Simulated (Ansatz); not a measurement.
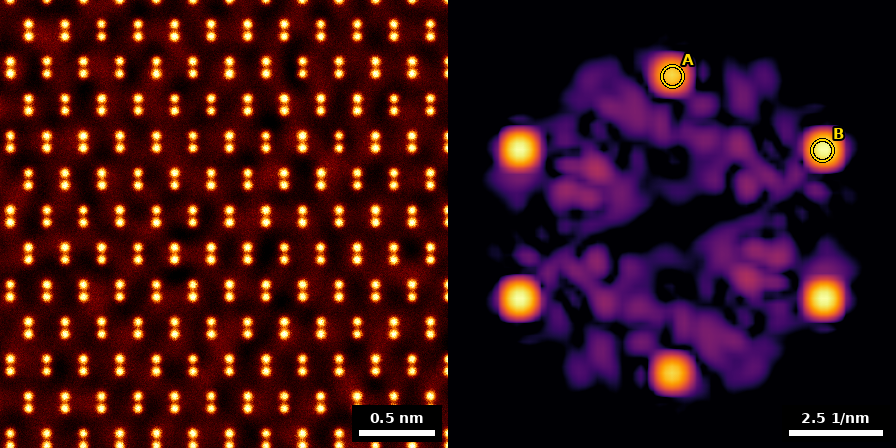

Dark-field STEM-like image of Al (P6_3/mmc, No. 194) along [101]. Simulated incoherent Z contrast: every atom adds Z^1.7 spread by a probe of 0.50 Å full width; channelling and multiple scattering are left out. The probe carries 25 % of its weight in a tail 2.5 times as wide. Shot noise and the speckle of an amorphous layer were added. Model: the geometry relaxed at fixed volume with DFT r2SCAN, scalar-relativistic, plane waves, PAW in Ansatz 0.2.0; the starting structure was generated, so it need not be a known form of this composition.

The right panel is the modulus of the image's Fourier transform on a logarithmic scale.

a = 2.877 Å, b = 2.877 Å, c = 4.647 Å, α = 90.00°, β = 90.00°, γ = 120.00°

> Index the marked spots and give their plane spacings (the zone axis points at the viewer; indices equivalent by symmetry, or all signs reversed, are as good).

A: (0 -1 0), d = 2.49 Å; B: (-1 0 1), d = 2.20 Å. A and B enclose 64°, and every spot obeys the zone law hu + kv + lw = 0 for [101].
